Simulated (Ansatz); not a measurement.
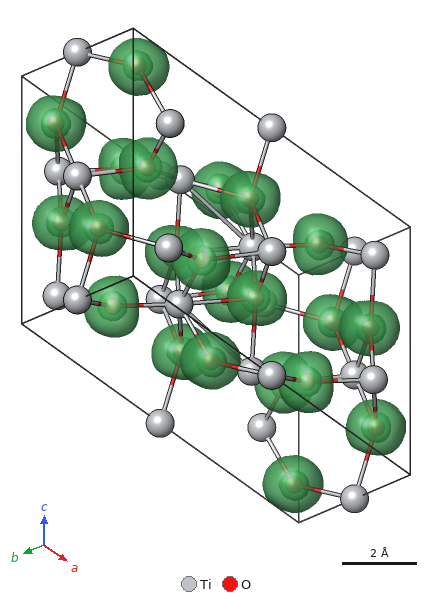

The picture shows: Ti3O5. Isosurface of the electron localisation function at 0.75 (green), seen at an oblique angle. Core shells and regions of very low density are left out. Sticks mark near contacts.

Space group C2/c; spin-polarised.

Level of theory: DFT r2SCAN, scalar-relativistic, plane waves, PAW (Ansatz).

Core electrons are frozen (PAW), and the valence fields are smoothed inside the atomic spheres.

> Describe the localisation domains.

The surface consists of 20 regions wrapped around O (the valence shell of each), counted in one cell of 32 atoms. Any copies at cell faces, edges or corners count once.

Values along the shortest contacts:
Ti–O (1.88 Å): the ELF peaks at about 0.85 in the valence shell of O, 0.6 Å from its nucleus, and is about 0.20 at the midpoint; no localised pair shows between them. Ti–Ti (2.86 Å): the ELF is about 0.10 at the midpoint: no shared electron pair shows on this line.
